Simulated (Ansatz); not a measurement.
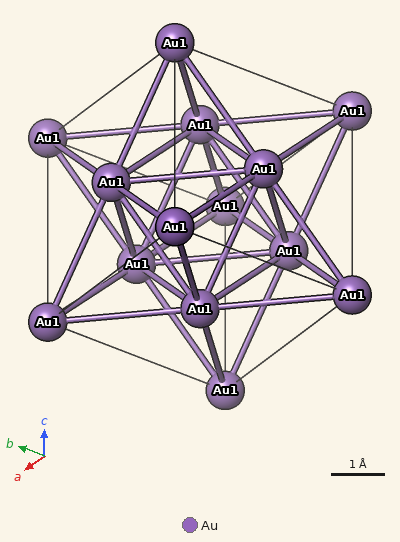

The structure as given in the input (ball-and-stick view of the cell 4 times as large as that of the calculation, set on its symmetry axes, seen at an oblique angle; atoms are numbered from 1 in the order of the input).

**Au: a changed input and its effect**

System: Au (Fm-3m, 1 atom in the cell).
Method of the first run: DFT PBE, scalar-relativistic, plane waves, PAW, no spin polarisation (Ansatz 0.2.0).

Text and figures count atoms from 1; the logs count them from 0 in places.

**Input, the first run**
```yaml
crystal:
  lattice:
    - [0.0, 2.0821129177, 2.0821129177]
    - [2.0821129177, 0.0, 2.0821129177]
    - [2.0821129177, 2.0821129177, 0.0]
  atoms:
    - { symbol: Au, position: [0.0, 0.0, 0.0] }
basis:
  ecutwfc: 420
  ecutrho_ratio: 4
kpoints:
  mp_grid: { grid: [18, 18, 18] }
hamiltonian:
  xc: pbe
scf:
  occupations: { method: gaussian, width: 0.05 }
output:
  forces: true
  stress: true
  eigenvalues: true
```

Hardware: 8 threads of an x86-64 CPU, shared host.

**Output, shortened to warnings, some set-up lines, iterations and results (the first run)**
```
Basis set: ecut = 420 eV, 339 PW (Γ), exchange–correlation on 40×40×40 points (8 copies of the dense FFT grid, shifted against one another)
Symmetry: 48 space group operations
k-points: 195 of 5832
Initial density: superposition of atomic densities (neutral atoms: chi_scale 0, normalization atom), corrected by the library's trained network
[...]
SCF iter   1: F=—  HF=-13149.328350 eV  |F-HF|=—  |Δ(HF+E_count)|=         —  Δρ=1.43e-3  dr2=5.67e-5  ethr=1.77e-3  ⟨swp⟩=4.8  Hψ=13937  notcnv=0
SCF iter   2: F=—  HF=-13149.328725 eV  |F-HF|=—  |Δ(HF+E_count)|=   3.75e-4  Δρ=8.09e-4  dr2=2.08e-5  ethr=2.98e-7  ⟨swp⟩=2.2  Hψ=6189  notcnv=0
SCF iter   3: F=—  HF=-13149.328809 eV  |F-HF|=—  |Δ(HF+E_count)|=   8.41e-5  Δρ=9.04e-5  dr2=1.48e-6  ethr=1.10e-7  ⟨swp⟩=2.0  Hψ=3731  notcnv=0
SCF iter   4: F=-13149.328809 eV  HF=-13149.328809 eV  |F-HF|=1.98e-8  |Δ(HF+E_count)|=   4.04e-7  Δρ=3.33e-5  dr2=5.57e-8  ethr=7.80e-9  ⟨swp⟩=2.0  Hψ=3654  notcnv=0
SCF iter   5: F=-13149.328809 eV  HF=-13149.328809 eV  |F-HF|=1.72e-9  |Δ(HF+E_count)|=   3.08e-8  Δρ=6.63e-6  dr2=2.14e-9  ethr=2.93e-10  ⟨swp⟩=2.1  Hψ=4269  notcnv=0
SCF iter   6: F=-13149.328809 eV  HF=-13149.328809 eV  |F-HF|=3.09e-11  |Δ(HF+E_count)|=   2.25e-9  Δρ=8.29e-7  dr2=9.73e-11  ethr=1.13e-11  ⟨swp⟩=2.8  Hψ=9212  notcnv=0
SCF 1 converged in 6 iterations: F = -13149.328809 eV  dr2 = 9.73e-11
SCF converged after 6 iterations
Free energy (F): -13149.328809 eV
Harris-Foulkes:  -13149.328809 eV  (|F-HF|=3.09e-11)
Internal energy: -13149.328414 eV  (E = F + TS)
E sigma→0 (E₀):  -13149.328611 eV
Entropy (-TS):   -0.000395 eV (-0.395 meV/atom)
Fermi energy:    19.053624 eV
--- Per-component energies (eV) ---
  E_band       = -231.568031
  E_kinetic    = 604.028471
  E_local      = -1789.715546  (includes V_loc(G=0)·N_el)
  E_nonlocal   = 74.395213
  E_hartree    = 758.017023
  E_xc         = -227.614147
  E_vxc        = -274.692640  (∫ρ·V_xc dr)
  E_paw        = -9706.761209  (= ΣΔE_a)
  E_vpaw       = -361.619441  (= ΣTr[D̂ρ^β])
  E_aug_tail   = 0.001378  (compensation charges beyond the density's cutoff)
  E_ewald      = -2861.679597
  E_smearing   = -0.000395  (= −TS)
  E_closure    = 0.000000  (closes the sum)
  Σ components = -13149.328809   (vs F -13149.328809, Δ=0.00e0)
--- Forces (eV/Å), atoms counted from 1 ---
  atom   1  Au    -0.00000000     0.00000000     0.00000000
  max |Σ_I F_I| component: 2.05e-32 eV/Å
--- Stress (GPa, compression-positive) ---
       -0.622216      -0.000000      -0.000000
        0.000000      -0.622216       0.000000
        0.000000       0.000000      -0.622216
  P = ⅓ Tr σ = -0.6222 GPa (-6.222 kbar)
```

The input of the second run differs as follows (lines with − go, lines with + come):
```diff
-    - [0.0, 2.0821129177, 2.0821129177]
-    - [2.0821129177, 0.0, 2.0821129177]
-    - [2.0821129177, 2.0821129177, 0.0]
+    - [0.0, 2.04, 2.04]
+    - [2.04, 0.0, 2.04]
+    - [2.04, 2.04, 0.0]
```

What does this change do to the results?

With the same functional and potentials, the second run lies 27.4 meV per atom higher. The pressure goes from −0.62 to 9.48 GPa. The volume per atom goes from 18.05 to 16.98 Å³. The cell is scaled evenly with the atoms at fixed fractional positions, so −ΔP/Δ ln V estimates the bulk modulus midway between the two volumes: about 160 GPa. The number of SCF iterations is the same. The plane waves at Γ go from 339 to 331.

**Output, shortened to warnings, some set-up lines, iterations and results (the second run)**
```
Basis set: ecut = 420 eV, 331 PW (Γ), exchange–correlation on 40×40×40 points (8 copies of the dense FFT grid, shifted against one another)
Symmetry: 48 space group operations
k-points: 195 of 5832
Initial density: superposition of atomic densities (neutral atoms: chi_scale 0, normalization atom), corrected by the library's trained network
[...]
SCF iter   1: F=—  HF=-13149.300959 eV  |F-HF|=—  |Δ(HF+E_count)|=         —  Δρ=1.56e-3  dr2=8.93e-5  ethr=1.77e-3  ⟨swp⟩=4.6  Hψ=13956  notcnv=0
SCF iter   2: F=—  HF=-13149.301319 eV  |F-HF|=—  |Δ(HF+E_count)|=   3.60e-4  Δρ=8.75e-4  dr2=2.77e-5  ethr=4.70e-7  ⟨swp⟩=2.6  Hψ=6133  notcnv=0
SCF iter   3: F=—  HF=-13149.301413 eV  |F-HF|=—  |Δ(HF+E_count)|=   9.41e-5  Δρ=1.33e-4  dr2=3.02e-6  ethr=1.46e-7  ⟨swp⟩=2.0  Hψ=3686  notcnv=0
SCF iter   4: F=-13149.301412 eV  HF=-13149.301412 eV  |F-HF|=1.73e-7  |Δ(HF+E_count)|=   7.94e-7  Δρ=4.37e-5  dr2=6.46e-8  ethr=1.59e-8  ⟨swp⟩=2.0  Hψ=3719  notcnv=0
SCF iter   5: F=-13149.301412 eV  HF=-13149.301412 eV  |F-HF|=1.44e-9  |Δ(HF+E_count)|=   1.86e-7  Δρ=6.24e-6  dr2=5.33e-9  ethr=3.40e-10  ⟨swp⟩=2.1  Hψ=4207  notcnv=0
SCF iter   6: F=-13149.301412 eV  HF=-13149.301412 eV  |F-HF|=2.26e-10  |Δ(HF+E_count)|=  5.66e-10  Δρ=1.56e-6  dr2=4.25e-10  ethr=2.80e-11  ⟨swp⟩=3.2  Hψ=8651  notcnv=0
SCF 1 converged in 6 iterations: F = -13149.301412 eV  dr2 = 4.25e-10
SCF converged after 6 iterations
Free energy (F): -13149.301412 eV
Harris-Foulkes:  -13149.301412 eV  (|F-HF|=2.26e-10)
Internal energy: -13149.300929 eV  (E = F + TS)
E sigma→0 (E₀):  -13149.301171 eV
Entropy (-TS):   -0.000483 eV (-0.483 meV/atom)
Fermi energy:    20.733611 eV
--- Per-component energies (eV) ---
  E_band       = -204.966546
  E_kinetic    = 605.314207
  E_local      = -1698.805716  (includes V_loc(G=0)·N_el)
  E_nonlocal   = 74.249789
  E_hartree    = 725.700895
  E_xc         = -228.275395
  E_vxc        = -275.610083  (∫ρ·V_xc dr)
  E_paw        = -9706.731262  (= ΣΔE_a)
  E_vpaw       = -361.519074  (= ΣTr[D̂ρ^β])
  E_aug_tail   = 0.001483  (compensation charges beyond the density's cutoff)
  E_ewald      = -2920.754930
  E_smearing   = -0.000483  (= −TS)
  E_closure    = 0.000000  (closes the sum)
  Σ components = -13149.301412   (vs F -13149.301412, Δ=0.00e0)
--- Forces (eV/Å), atoms counted from 1 ---
  atom   1  Au    -0.00000000     0.00000000     0.00000000
  max |Σ_I F_I| component: 1.07e-31 eV/Å
--- Stress (GPa, compression-positive) ---
        9.482705      -0.000000       0.000000
       -0.000000       9.482705      -0.000000
        0.000000       0.000000       9.482705
  P = ⅓ Tr σ = 9.4827 GPa (94.827 kbar)
```

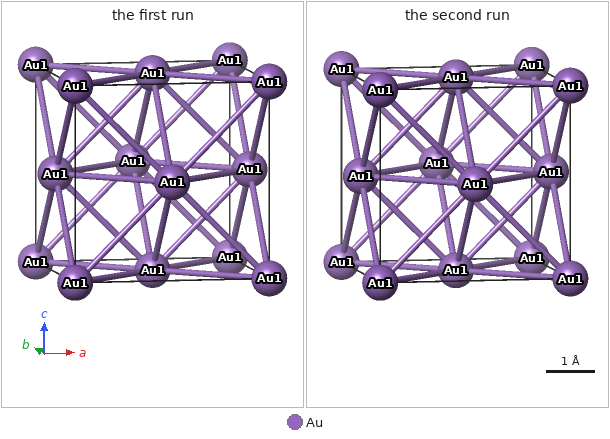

The two input geometries at one scale (ball-and-stick view of the cell 4 times as large as that of the calculation, set on its symmetry axes, seen slightly off an axis). No atom moves by more than 0.005 Å relative to the cell. The drawn cell changes as follows: a = b = c 4.164 → 4.080 Å (−2.0 %); the volume changes by −5.9 %. Among the contacts that change: Au1–Au1 2.945 → 2.885 Å.

**The two runs side by side**

| quantity | the first run | the second run |
| --- | --- | --- |
| outcome | converged | converged |
| free energy per atom (eV) | −13149.3288 | −13149.3014 |
| energy per atom, smearing taken to zero (eV) | −13149.3286 | −13149.3012 |
| gap on the mesh (eV) | 0.00 | 0.00 |
| pressure (GPa) | −0.62 | 9.48 |
| volume per atom (Å³) | 18.05 | 16.98 |
| largest force (eV/Å) | 0.000 | 0.000 |
| SCF iterations | 6 | 6 |
| irreducible k-points | 195 | 195 |
| plane waves at Γ | 339 | 331 |

For both runs: Spin–orbit coupling is left out, which matters for Au. For the second run: The cell is under a pressure of 9.5 GPa at this level, so it is not at its equilibrium volume.
